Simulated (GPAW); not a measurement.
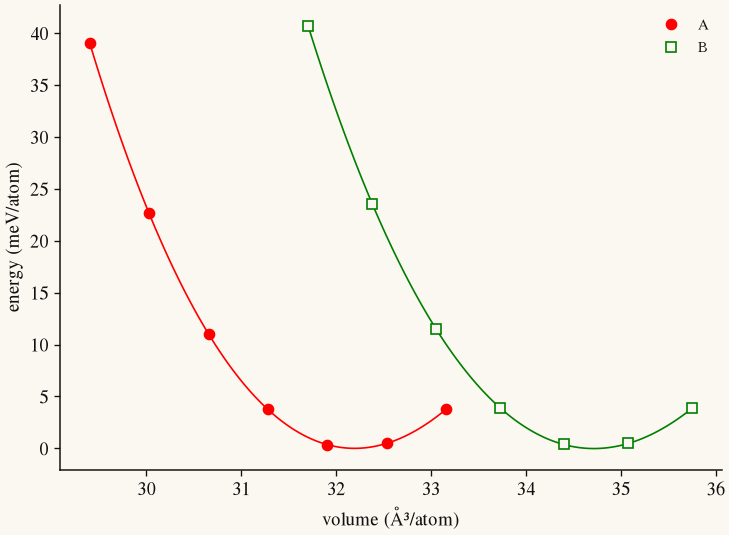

The figure compares two calculations of the energy against volume, each curve from its own zero. The first is for SnTe, space group Fm-3m (No. 225).

The cell holds 2 atoms.

Calculation (GPAW 26.7.0): PAW DFT in plane waves, on a grid or in atomic orbitals, no spin polarisation; energies at scaled volumes of the given cell, shape and fractions fixed, counted from the fit's minimum, third-order Birch-Murnaghan fit. Level: r2SCAN.

k mesh 7×7×7; occupations Fermi–Dirac; smearing width 0.05 eV; potentials GPAW PAW data sets (gpaw data 1.2.1); wave cutoff 600 eV; program settings basis pw.

In the second, Sn is replaced by Pb on all its sites, which gives TePb in the same structure.

Q: Which of A and B is the second calculation, and what did the change do?

A: B. The equilibrium volume rises from 32.20 to 34.72 Å³/atom (+7.8 %) and the bulk modulus falls from 44.0 to 42.4 GPa (−3.6 %).

For TePb, limits of the calculation: spin-orbit coupling left out, heavy elements.

V0 and the bulk modulus come from third-order Birch–Murnaghan fits.
